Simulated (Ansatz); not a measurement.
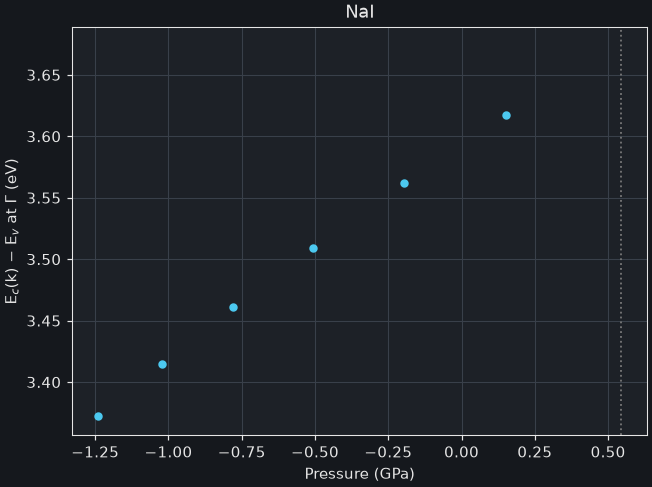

Lowest conduction level at Γ, counted from the valence-band top at Γ. One run is left out (dotted line).

System: rocksalt NaI, space group Fm-3m (No. 225), 2 atoms in the primitive cell. The cell is scaled uniformly. Ansatz; PBEsol, all-electron LAPW, no spin polarisation, no spin-orbit coupling, 7×7×7 k mesh.

| pressure | Γ (eV) | volume (Å³/atom) |
| --- | --- | --- |
| −1.2 GPa | 3.37 | 35.93 |
| −1.0 GPa | 3.42 | 35.25 |
| −0.8 GPa | 3.46 | 34.58 |
| −0.5 GPa | 3.51 | 33.90 |
| −0.2 GPa | 3.56 | 33.22 |
| 0.2 GPa | 3.62 | 32.54 |

Q: Estimate the values at 0.5 GPa.

A: A fit through the other points gives 3.69 eV at Γ (a straight line). The run itself gives 3.67 eV, within 0.02 eV of the estimate.

Spin-orbit coupling is left out, which matters for I. LDA, GGA and most meta-GGA functionals understate gaps.
